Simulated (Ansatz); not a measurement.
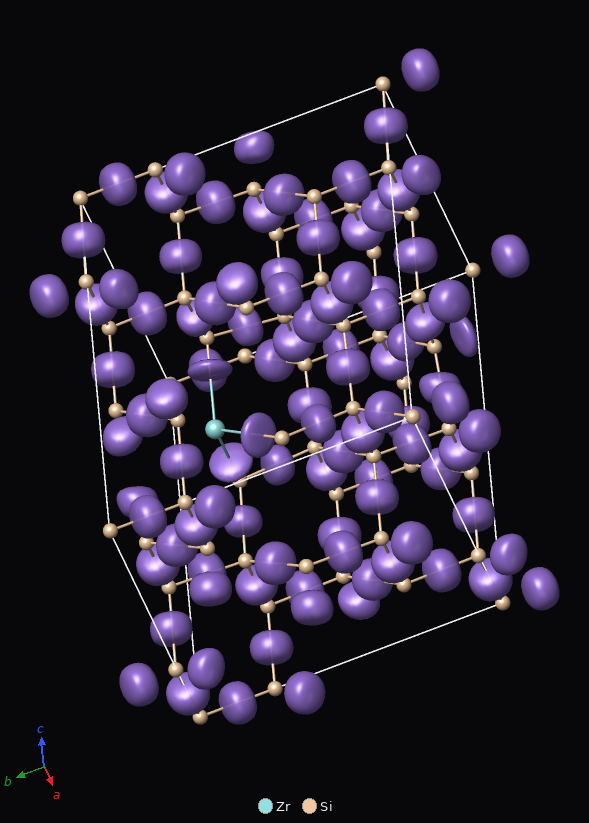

Figure. ZrSi31 (cell with a defect). Isosurface of the ELF at 0.85 (purple), seen at an oblique angle. Core shells and regions of very low density are left out. Sticks mark near contacts.

All numbers below come from DFT PBEsol, scalar-relativistic, plane waves, PAW in Ansatz 0.2.0.

In a PAW calculation such maps are meaningful between the atoms, not at the nuclei.

```xyz
32
Lattice="-5.4338 -5.4338 -5.4338 5.4338 5.4338 -5.4338 5.4338 -5.4338 5.4338" Properties=species:S:1:pos:R:3 pbc="T T T"
Zr    4.0754   -1.3585   -4.0754
Si    4.0642   -4.1112   -1.3226
Si    6.8281   -1.3473   -1.3226
Si   -1.3585   -1.3585   -4.0754
Si    6.7565   -4.0396    1.3474
Si    4.0754    4.0754   -4.0754
Si   -1.3696   -4.0396   -1.3943
Si    1.3227   -1.3695   -1.3227
Si   -1.3474   -4.0396   -6.7565
Si    1.3226   -1.3473   -6.8281
Si    1.3943   -4.0396    1.3696
Si    4.0754   -1.3585    1.3585
Si    1.3226   -4.1112   -4.0642
Si    4.0866   -4.1111    4.0396
Si    1.3942   -6.8035   -1.3942
Si   -4.0396   -4.1111   -4.0866
Si    2.5785   -2.8553   -5.5722
Si    2.7332   -5.4388   -2.7332
Si    5.5722   -2.8553   -2.5785
Si    2.7220   -8.1345    0.0162
Si   -0.0050   -0.0162   -5.4176
Si    2.7331    2.7219   -5.4176
Si   -2.7007   -5.4501   -2.7219
Si   -0.0050   -2.7007   -2.7331
Si    2.5785    0.1384   -2.5785
Si    5.4176    2.7219   -2.7331
Si    0.1384   -5.2954   -0.1384
Si    2.7331   -2.7007    0.0050
Si    5.4176   -0.0162    0.0050
Si    2.7219   -5.4501    2.7007
Si   -0.0162   -8.1345   -2.7220
Si    5.4176   -5.4389   -5.4176
```

> Identify the bonds, lone pairs and shells in this picture.

The surface consists of 60 regions between bonded Si–Si atoms (shared pairs) and four lobes of the valence shell of Si pointing towards Zr (polar bonds), counted in one cell of 32 atoms. Any copies at cell faces, edges or corners count once. Profiles from the grid: Si–Si (2.33 Å): the ELF peaks at about 0.95 between the atoms, as expected for a covalent bond. Zr–Si (2.59 Å): the ELF peaks at about 0.95 in the valence shell of Si, 0.9 Å from its nucleus, and is about 0.70 at the midpoint.
